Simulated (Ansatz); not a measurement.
# Run report: W14Se27 (charge +1), geometry relaxation (part 4 of 4)

W14Se27 (defect cell, 41 atoms in the cell, total charge +1); DFT PBE, scalar-relativistic, plane waves, PAW, spin-polarised (Ansatz 0.2.0); cutoff 420 eV, 2×2×2 k-mesh, Gaussian smearing of 0.01 eV, collinear spins. The structure derives from a Materials Project entry. It belongs to a series of runs on one base structure; here: Se vacancy (site f), charge +1, atoms relaxed at the host's cell.

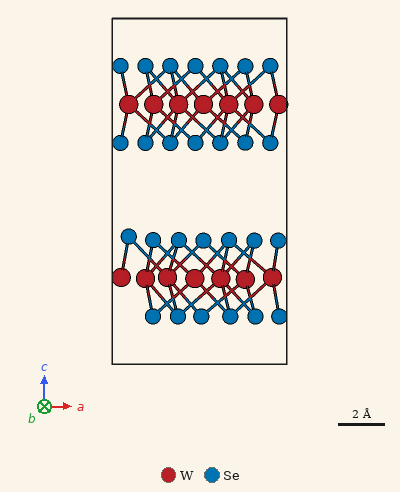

Figure 1. The geometry at step 2 of the log (ball-and-stick view of the cell of the calculation, along the b axis).

**File populations.tsv, continued**
```
27	Se	2_3D	-	4.999903	4.999903
28	Se	0_4S	-	0.918949	0.918996
28	Se	1_4P	-	2.116240	2.116138
28	Se	2_3D	-	4.999909	4.999909
29	Se	0_4S	-	0.918467	0.918496
29	Se	1_4P	-	2.110798	2.110604
29	Se	2_3D	-	4.999909	4.999909
30	Se	0_4S	-	0.918949	0.918996
30	Se	1_4P	-	2.116240	2.116138
30	Se	2_3D	-	4.999909	4.999909
31	Se	0_4S	-	0.918949	0.918996
31	Se	1_4P	-	2.116240	2.116138
31	Se	2_3D	-	4.999909	4.999909
32	Se	0_4S	-	0.918467	0.918496
32	Se	1_4P	-	2.110798	2.110604
32	Se	2_3D	-	4.999909	4.999909
33	Se	0_4S	-	0.918467	0.918496
33	Se	1_4P	-	2.110798	2.110604
33	Se	2_3D	-	4.999909	4.999909
34	Se	0_4S	-	0.917173	0.917200
34	Se	1_4P	-	2.119097	2.121087
34	Se	2_3D	-	4.999908	4.999909
35	Se	0_4S	-	0.917118	0.917139
35	Se	1_4P	-	2.120494	2.121805
35	Se	2_3D	-	4.999909	4.999909
36	Se	0_4S	-	0.917118	0.917139
36	Se	1_4P	-	2.120494	2.121805
36	Se	2_3D	-	4.999909	4.999909
37	Se	0_4S	-	0.917173	0.917200
37	Se	1_4P	-	2.119097	2.121087
37	Se	2_3D	-	4.999908	4.999909
38	Se	0_4S	-	0.917118	0.917139
38	Se	1_4P	-	2.120494	2.121805
38	Se	2_3D	-	4.999909	4.999909
39	Se	0_4S	-	0.917173	0.917200
39	Se	1_4P	-	2.119097	2.121087
39	Se	2_3D	-	4.999908	4.999909
40	Se	0_4S	-	0.917077	0.917097
40	Se	1_4P	-	2.122241	2.122629
40	Se	2_3D	-	4.999909	4.999909
```

**Trajectory as extended XYZ (Å, eV, eV/Å), 3 frames, from step=1 to step=3**
```
41
Lattice="8.3025 -2.8761 0.0000 -6.6420 -5.7521 0.0000 0.0000 0.0000 -15.0438" Properties=species:S:1:pos:R:3:forces:R:3 step=1 energy=-293082.91253
W    -1.7585   -4.7311   -3.7744    0.0031  -0.0029   0.0401
W     1.6737   -4.8123   -3.7288    0.0747   0.0511   0.0444
W    -0.0229   -1.9193   -3.7288    0.0069  -0.0902   0.0444
W     4.9765   -4.9095   -3.7744    0.0010   0.0041   0.0401
W     3.3307   -1.8965   -3.7288   -0.0816   0.0392   0.0444
W    -4.8785   -4.7397   -3.7744   -0.0041  -0.0012   0.0401
W     0.0000   -7.6695   -3.7015    0.0000   0.0000   0.0960
W    -3.3210   -3.8347  -11.2993    0.0000   0.0000   0.0019
W    -0.0001   -3.8348  -11.3007   -0.0114   0.0020   0.0020
W     6.6419   -3.8349  -11.3006   -0.0219  -0.0517   0.0011
W     3.3210   -3.8348  -11.3007    0.0040  -0.0109   0.0020
W     1.6605   -0.9586  -11.3007    0.0074   0.0089   0.0020
W     1.6607   -6.7108  -11.3006    0.0557   0.0069   0.0011
W    -1.6606   -6.7106  -11.3006   -0.0338   0.0448   0.0011
Se   -0.0624   -3.8401   -2.0738   -0.0314   0.0110  -0.0618
Se    6.5848   -3.9081   -2.0573   -0.0158  -0.0143  -0.1028
Se    3.3569   -3.8861   -2.0738    0.0062  -0.0327  -0.0618
Se    1.6870   -0.9019   -2.0738    0.0253   0.0217  -0.0618
Se    1.7526   -6.7236   -2.0573    0.0203  -0.0066  -0.1028
Se   -1.6955   -6.6246   -2.0573   -0.0045   0.0208  -0.1028
Se   -1.6601   -4.7936   -9.6220    0.0014  -0.0038  -0.0403
Se    1.6605   -4.7934   -9.6226   -0.0052   0.0005  -0.0397
Se    0.0001   -1.9174   -9.6226    0.0030   0.0043  -0.0397
Se    4.9814   -4.7930   -9.6220    0.0026   0.0031  -0.0403
Se    3.3209   -1.9174   -9.6226    0.0022  -0.0048  -0.0397
Se   -4.9819   -4.7937   -9.6220   -0.0040   0.0007  -0.0403
Se    0.0000   -7.6695   -9.6227    0.0000   0.0000  -0.0451
Se   -3.3210   -3.8347   -5.5393    0.0000   0.0000  -0.0150
Se   -0.0152   -3.8505   -5.4010   -0.0046   0.0098   0.0252
Se    6.6113   -3.8316   -5.3931   -0.0137  -0.0034   0.0292
Se    3.3423   -3.8400   -5.4010   -0.0062  -0.0089   0.0252
Se    1.6544   -0.9376   -5.4010    0.0108  -0.0009   0.0252
Se    1.6732   -6.7390   -5.3931    0.0098  -0.0102   0.0292
Se   -1.6424   -6.6858   -5.3931    0.0039   0.0136   0.0292
Se   -1.6610   -4.7931  -12.9785    0.0043  -0.0072   0.0377
Se    1.6606   -4.7935  -12.9791   -0.0066  -0.0006   0.0372
Se   -0.0001   -1.9174  -12.9791    0.0028   0.0061   0.0372
Se    4.9814   -4.7941  -12.9785    0.0041   0.0073   0.0377
Se    3.3210   -1.9173  -12.9791    0.0038  -0.0054   0.0372
Se   -4.9809   -4.7931  -12.9785   -0.0083  -0.0001   0.0377
Se    0.0000   -7.6695  -12.9789    0.0000   0.0000   0.0451
41
Lattice="8.3025 -2.8761 0.0000 -6.6420 -5.7521 0.0000 0.0000 0.0000 -15.0438" Properties=species:S:1:pos:R:3:forces:R:3 step=2 energy=-293082.90456 accepted=F
W    -1.7680   -4.7195   -3.7733    0.0340  -0.0605  -0.0246
W     1.6863   -4.7982   -3.7235   -0.0910  -0.0914  -0.0612
W    -0.0171   -1.9373   -3.7235   -0.0337   0.1245  -0.0612
W     4.9712   -4.9235   -3.7733    0.0354   0.0597  -0.0246
W     3.3123   -1.8926   -3.7235    0.1247  -0.0331  -0.0612
W    -4.8637   -4.7373   -3.7733   -0.0694   0.0008  -0.0246
W     0.0000   -7.6695   -3.6862    0.0000   0.0000  -0.1184
W    -3.3210   -3.8347  -11.3021    0.0000   0.0000  -0.0024
W    -0.0032   -3.8331  -11.3024    0.0276  -0.0019  -0.0042
W     6.6372   -3.8471  -11.3020    0.0201   0.0457  -0.0032
W     3.3212   -3.8383  -11.3024   -0.0121   0.0249  -0.0042
W     1.6635   -0.9567  -11.3024   -0.0155  -0.0229  -0.0042
W     1.6736   -6.7087  -11.3020   -0.0496  -0.0054  -0.0032
W    -1.6688   -6.7005  -11.3020    0.0295  -0.0403  -0.0032
Se   -0.0691   -3.8496   -2.0759    0.0583   0.0253   0.0982
Se    6.5808   -3.9237   -2.0737    0.0191   0.0342   0.1588
Se    3.3684   -3.8872   -2.0759   -0.0510   0.0379   0.0982
Se    1.6822   -0.8914   -2.0759   -0.0073  -0.0631   0.0982
Se    1.7681   -6.7193   -2.0737   -0.0392  -0.0006   0.1588
Se   -1.7070   -6.6133   -2.0737    0.0201  -0.0336   0.1588
Se   -1.6619   -4.7887   -9.6261    0.0084  -0.0155   0.0475
Se    1.6582   -4.7917   -9.6297    0.0040  -0.0141   0.0540
Se    0.0026   -1.9162   -9.6297   -0.0142   0.0036   0.0540
Se    4.9781   -4.7970   -9.6261    0.0092   0.0150   0.0475
Se    3.3207   -1.9202   -9.6297    0.0102   0.0105   0.0540
Se   -4.9767   -4.7946   -9.6261   -0.0176   0.0005   0.0475
Se    0.0000   -7.6695   -9.6414    0.0000   0.0000   0.0904
Se   -3.3210   -3.8347   -5.5515    0.0000   0.0000  -0.0439
Se   -0.0137   -3.8573   -5.3965    0.0078   0.0122  -0.0418
Se    6.6109   -3.8363   -5.3739    0.0181   0.0293  -0.0730
Se    3.3474   -3.8354   -5.3965   -0.0145   0.0007  -0.0418
Se    1.6479   -0.9355   -5.3965    0.0067  -0.0129  -0.0418
Se    1.6774   -6.7370   -5.3739   -0.0344   0.0010  -0.0730
Se   -1.6463   -6.6831   -5.3739    0.0163  -0.0303  -0.0730
Se   -1.6616   -4.7895  -12.9787    0.0026  -0.0098  -0.0457
Se    1.6580   -4.7923  -12.9754    0.0065  -0.0116  -0.0508
Se    0.0022   -1.9158  -12.9754   -0.0133   0.0002  -0.0508
Se    4.9786   -4.7964  -12.9787    0.0071   0.0072  -0.0457
Se    3.3213   -1.9200  -12.9754    0.0068   0.0114  -0.0508
Se   -4.9775   -4.7944  -12.9787   -0.0098   0.0026  -0.0457
Se    0.0000   -7.6695  -12.9629    0.0000   0.0000  -0.0881
41
Lattice="8.3025 -2.8761 0.0000 -6.6420 -5.7521 0.0000 0.0000 0.0000 -15.0438" Properties=species:S:1:pos:R:3:forces:R:3 step=3 energy=-293082.91686
W    -1.7608   -4.7282   -3.7714    0.0025  -0.0044   0.0036
W     1.6783   -4.8076   -3.7246    0.0044   0.0013   0.0013
W    -0.0212   -1.9257   -3.7246   -0.0011  -0.0045   0.0013
W     4.9751   -4.9129   -3.7714    0.0026   0.0044   0.0036
W     3.3244   -1.8949   -3.7246   -0.0034   0.0032   0.0013
W    -4.8748   -4.7392   -3.7714   -0.0051   0.0000   0.0036
W     0.0000   -7.6695   -3.6928    0.0000   0.0000   0.0044
W    -3.3210   -3.8347  -11.3025    0.0000   0.0000  -0.0002
W    -0.0010   -3.8340  -11.3035    0.0009  -0.0003  -0.0005
W     6.6399   -3.8397  -11.3033   -0.0022  -0.0194  -0.0006
W     3.3209   -3.8359  -11.3035   -0.0002   0.0009  -0.0005
W     1.6616   -0.9582  -11.3035   -0.0007  -0.0006  -0.0005
W     1.6659   -6.7101  -11.3033    0.0179   0.0077  -0.0006
W    -1.6638   -6.7065  -11.3033   -0.0157   0.0116  -0.0006
Se   -0.0645   -3.8423   -2.0726   -0.0011   0.0025  -0.0002
Se    6.5834   -3.9132   -2.0610   -0.0021   0.0003  -0.0011
Se    3.3598   -3.8868   -2.0726   -0.0016  -0.0022  -0.0002
Se    1.6862   -0.8991   -2.0726    0.0027  -0.0003  -0.0002
Se    1.7578   -6.7223   -2.0610    0.0008  -0.0020  -0.0011
Se   -1.6992   -6.6208   -2.0610    0.0013   0.0017  -0.0011
Se   -1.6603   -4.7921   -9.6261    0.0005  -0.0017   0.0004
Se    1.6595   -4.7932   -9.6277   -0.0015  -0.0009   0.0015
Se    0.0007   -1.9167   -9.6277    0.0000   0.0017   0.0015
Se    4.9803   -4.7940   -9.6261    0.0013   0.0013   0.0004
Se    3.3212   -1.9183   -9.6277    0.0015  -0.0008   0.0015
Se   -4.9804   -4.7942   -9.6261   -0.0017   0.0004   0.0004
Se    0.0000   -7.6695   -9.6318    0.0000   0.0000   0.0012
Se   -3.3210   -3.8347   -5.5412    0.0000   0.0000  -0.0038
Se   -0.0144   -3.8522   -5.3970   -0.0020   0.0034  -0.0002
Se    6.6111   -3.8318   -5.3844   -0.0025  -0.0025  -0.0020
Se    3.3433   -3.8385   -5.3970   -0.0020  -0.0034  -0.0002
Se    1.6526   -0.9374   -5.3970    0.0039   0.0000  -0.0002
Se    1.6734   -6.7390   -5.3844    0.0034  -0.0009  -0.0020
Se   -1.6425   -6.6856   -5.3844   -0.0010   0.0034  -0.0020
Se   -1.6609   -4.7921  -12.9803    0.0004  -0.0017  -0.0007
Se    1.6596   -4.7935  -12.9796   -0.0015  -0.0008  -0.0016
Se    0.0004   -1.9165  -12.9796    0.0000   0.0017  -0.0016
Se    4.9805   -4.7944  -12.9803    0.0013   0.0012  -0.0007
Se    3.3215   -1.9182  -12.9796    0.0015  -0.0009  -0.0016
Se   -4.9801   -4.7938  -12.9803   -0.0017   0.0005  -0.0007
Se    0.0000   -7.6695  -12.9750    0.0000   0.0000  -0.0010
```

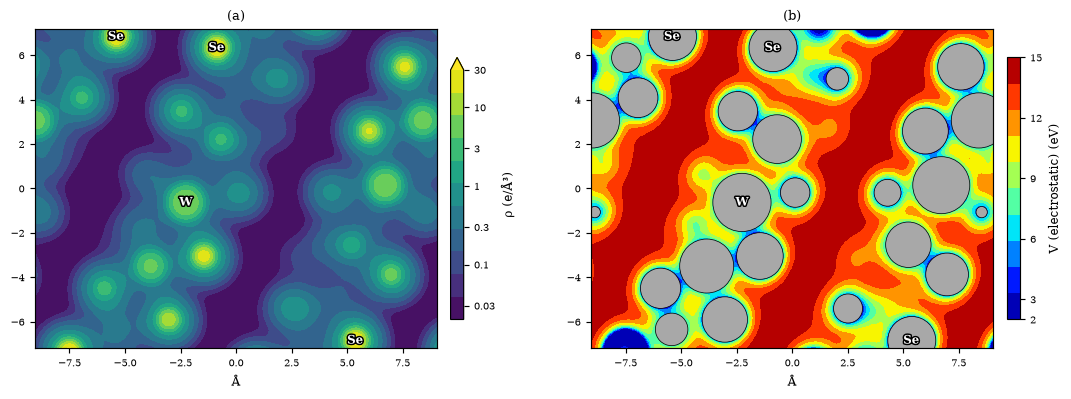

Figure 2. (a) valence charge density (pseudo); (b) electrostatic potential energy of an electron on the (111) plane of the calculation cell. Grey discs, where drawn, cover atomic cores. Atoms in the plane: W and Se. Away from the nuclei the density in this plane falls to 0.004 e/Å³ at its lowest. Outside the cores the potential energy rises away from the atoms and is highest about 2.3 Å from the nearest atoms; outside the discs it spans about 12 eV, and its zero is arbitrary. In a PAW calculation such maps are meaningful between the atoms, not at the nuclei.

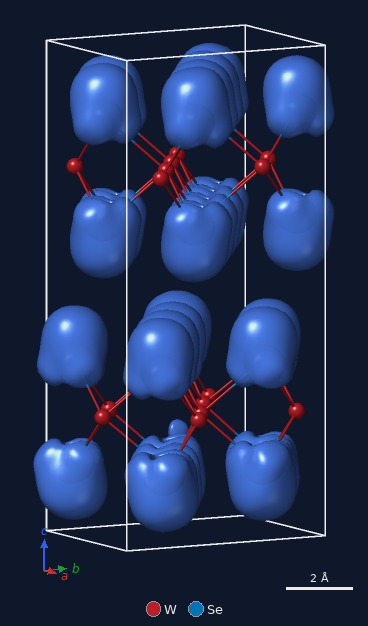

Figure 3. Isosurface of the electron localisation function at 0.7 (blue), seen at an oblique angle. Core shells and regions of very low density are left out. Sticks mark near contacts. The outline is the calculation cell. Values along the shortest contacts: W–Se (2.52 Å): the ELF is about 0.50 at the midpoint. W–Se (2.56 Å): the ELF is about 0.55 at the midpoint.

This output came from the following input.

**Input file**
```yaml
crystal:
  lattice:
    - [8.3024665753, -2.8760587872, 0.0]
    - [-6.6419732602, -5.7521175747, 0.0]
    - [0.0, 0.0, -15.0438319106]
  atoms:
    - { symbol: W, position: [0.3187090704, 0.6631394422, 0.2508918491], spin: 0.333 }
    - { symbol: W, position: [0.6220537123, 0.5255847198, 0.2478614086] }
    - { symbol: W, position: [0.1887009945, 0.2393261354, 0.2478614086] }
    - { symbol: W, position: [0.9158589432, 0.3955766439, 0.2508918491], spin: 0.333 }
    - { symbol: W, position: [0.4749595789, 0.0922320019, 0.2478614086] }
    - { symbol: W, position: [0.0511462721, 0.7984267711, 0.2508918491], spin: 0.333 }
    - { symbol: W, position: [0.7619047619, 0.9523809524, 0.2460498493] }
    - { symbol: W, position: [0.0952380952, 0.619047619, 0.751093254] }
    - { symbol: W, position: [0.3809522034, 0.4761979863, 0.7511855612] }
    - { symbol: W, position: [0.9523873289, 0.1905006604, 0.7511806438] }
    - { symbol: W, position: [0.6666743543, 0.3333335109, 0.7511855612] }
    - { symbol: W, position: [0.238087728, 0.04761136, 0.7511855612] }
    - { symbol: W, position: [0.809541903, 0.7618983854, 0.7511806438] }
    - { symbol: W, position: [0.5237850539, 0.9047438113, 0.7511806438] }
    - { symbol: Se, position: [0.3761169004, 0.479543764, 0.1378518052] }
    - { symbol: Se, position: [0.9547571049, 0.2020491086, 0.1367565518] }
    - { symbol: Se, position: [0.6748554351, 0.3381688139, 0.1378518052] }
    - { symbol: Se, position: [0.2347419503, 0.0394302792, 0.1378518052] }
    - { symbol: Se, position: [0.8187205752, 0.7595286094, 0.1367565518] }
    - { symbol: Se, position: [0.5122366057, 0.8955651391, 0.1367565518] }
    - { symbol: Se, position: [0.3333886077, 0.6666717034, 0.6395961497] }
    - { symbol: Se, position: [0.6190373627, 0.5238027886, 0.6396357579] }
    - { symbol: Se, position: [0.1904829257, 0.238091717, 0.6396357579] }
    - { symbol: Se, position: [0.9047116671, 0.3808971066, 0.6395961497] }
    - { symbol: Se, position: [0.4761939973, 0.0952483516, 0.6396357579] }
    - { symbol: Se, position: [0.0476140109, 0.8095740471, 0.6395961497] }
    - { symbol: Se, position: [0.7619047619, 0.9523809524, 0.639642564] }
    - { symbol: Se, position: [0.0952380952, 0.619047619, 0.3682133062] }
    - { symbol: Se, position: [0.3812097819, 0.4788036379, 0.3590177798] }
    - { symbol: Se, position: [0.9494296032, 0.1914115629, 0.3584938969] }
    - { symbol: Se, position: [0.6690224274, 0.3330759324, 0.3590177798] }
    - { symbol: Se, position: [0.2354820764, 0.0452632869, 0.3590177798] }
    - { symbol: Se, position: [0.8134105311, 0.7648561111, 0.3584938969] }
    - { symbol: Se, position: [0.5228741514, 0.9008751831, 0.3584938969] }
    - { symbol: Se, position: [0.3332482274, 0.6666433175, 0.8627138336] }
    - { symbol: Se, position: [0.6190613532, 0.5238148106, 0.8627497144] }
    - { symbol: Se, position: [0.1904709037, 0.2381036855, 0.8627497144] }
    - { symbol: Se, position: [0.9048236615, 0.3810374869, 0.8627138336] }
    - { symbol: Se, position: [0.4761820288, 0.0952243611, 0.8627497144] }
    - { symbol: Se, position: [0.0476423968, 0.8094620527, 0.8627138336] }
    - { symbol: Se, position: [0.7619047619, 0.9523809524, 0.8627392203] }
  host:
    lattice:
      - [3.3209866301, 0.0, 0.0]
      - [-1.6604933151, 2.8760587873, 0.0]
      - [0.0, 0.0, 15.0438319106]
    atoms:
      - { symbol: W, position: [0.6666666667, 0.3333333333, 0.75] }
      - { symbol: W, position: [0.3333333333, 0.6666666667, 0.25] }
      - { symbol: Se, position: [0.3333333333, 0.6666666667, 0.8615430499] }
      - { symbol: Se, position: [0.6666666667, 0.3333333333, 0.3615430499] }
      - { symbol: Se, position: [0.3333333333, 0.6666666667, 0.6384569501] }
      - { symbol: Se, position: [0.6666666667, 0.3333333333, 0.1384569501] }
total_charge: 1
basis:
  ecutwfc: 420
  xc_grid: 2
kpoints:
  mp_grid: { grid: [2, 2, 2], shift: [0.0, 0.0, 0.0] }
hamiltonian:
  xc: pbe
scf:
  occupations: { method: gaussian, width: 0.01 }
output:
  forces: true
  stress: false
  eigenvalues: true
  populations: true
  charged_corrections:
    defect_position: [0.0952381, 0.61904762, 0.13845695]
    epsilon: [[13.4581, 0.0, 0.0], [0.0, 13.4581, 0.0], [0.0, 0.0, 4.0466]]
  write_density: true
  write_potential: true
  elf: true
  volumetric_format: npy
magnetization:
  spin_polarized: true
relax:
  adjacent_minimum: "off"
  f_tol: 0.025
  max_steps: 45
```

Launched with:
```bash
ansatz run input.yaml --threads 4 --pin off --max-ram 10240MiB --backend cpu --events-out ev --progress --plain --runs-dir out
```

**Results in brief**

| quantity | value |
| --- | --- |
| outcome | converged |
| electrons treated | 627 |
| free energy | −293082.9169 eV |
| Fermi energy | 9.334 eV |
| gap on the k-point mesh | none (metallic) |
| net moment of the cell | −0.23 μB |
| integrated absolute moment | 0.25 μB |
| final volume | 1005.82 Å³ |
| largest force (length of the vector) at the end | 0.020 eV/Å |
| hardware | 4 threads of Arm Neoverse V2, 24 GiB of memory available, shared host |
| wall time | 7.8 min (CPU time 31 min) |
| peak memory | 6.7 GiB |

**Remarks**

The cell is charged and computed with a neutralising background, so its energy and pressure depend on the cell and aren't those of a real crystal. Spin–orbit coupling is left out, which matters for W.
